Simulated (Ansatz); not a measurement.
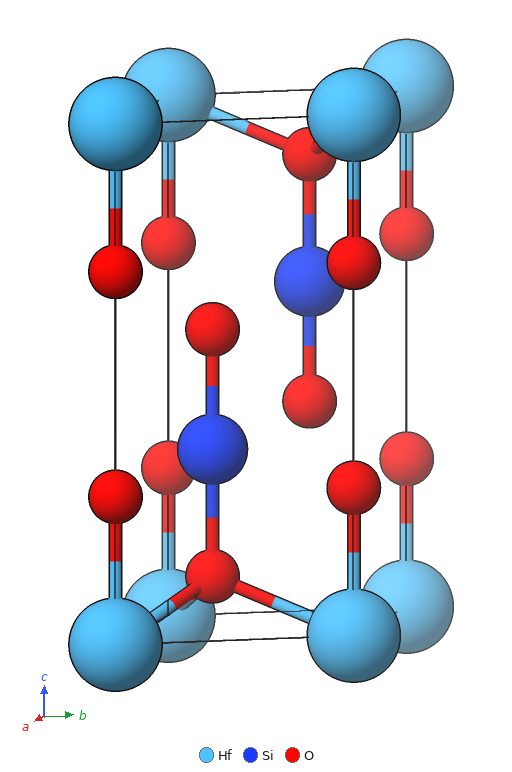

Crystal structure, ball-and-stick style, seen slightly off an axis. The conventional unit cell is outlined; an atom on or near a face, edge or corner is repeated at each equivalent position. Cell: a = 3.57 Å, b = 3.57 Å, c = 7.47 Å, α = 90.00°, β = 90.00°, γ = 120.00°.

It goes back to a structure type filled with these elements by a generator (whether the compound takes this form wasn't checked). Earlier steps of the study, as a rule a relaxation of our own, may have changed the cell and positions, so they can lie some per cent off the listed ones. A calculation with Ansatz used it as input.

**Describe the crystal.**

Formula: HfSi2O6. It is primitive hexagonal, space group P-3m1 (No. 164). One cell contains 1 Hf, 2 Si, 6 O, 9 atoms in all. Each Hf has eight O in a cubic arrangement at about 2.1 to 2.2 Å. The neighbours of Si are two O in a nearly linear arrangement at about 1.7 to 1.8 Å. Not all metal-metal contacts are counted. The bonds build HfSi2O6 layers parallel to (001).

Computational set-up: DFT PBE, scalar-relativistic, plane waves, PAW (Ansatz 0.2.0), E_cut = 420 eV, a 12×12×4 grid in reciprocal space, Gaussian smearing of 0.02 eV, no spin polarisation.

**What is the electronic character?**

A semiconductor at this level, with a gap of 1.90 eV, direct.

**What does a Bader analysis give?**

Hf +2.66 e; Si +3.05 e; O -1.53 to -1.40 e.

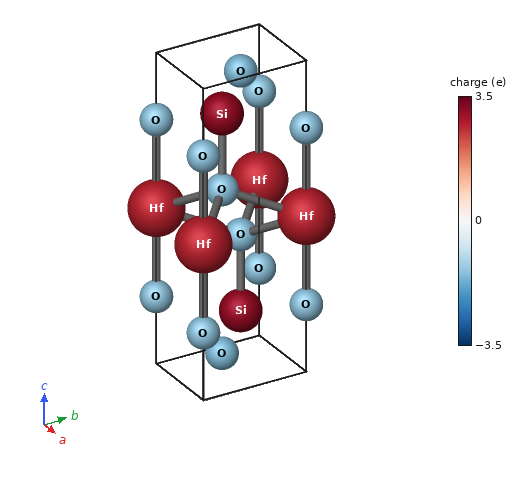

The atoms coloured by those charges. The run's cell of 9 atoms is drawn, so axes and origin can differ from the first picture.

**Has the structure come to rest?**

Yes. All forces vanish to within 0.01 eV/Å. The pressure is 0.0 GPa, close to zero.
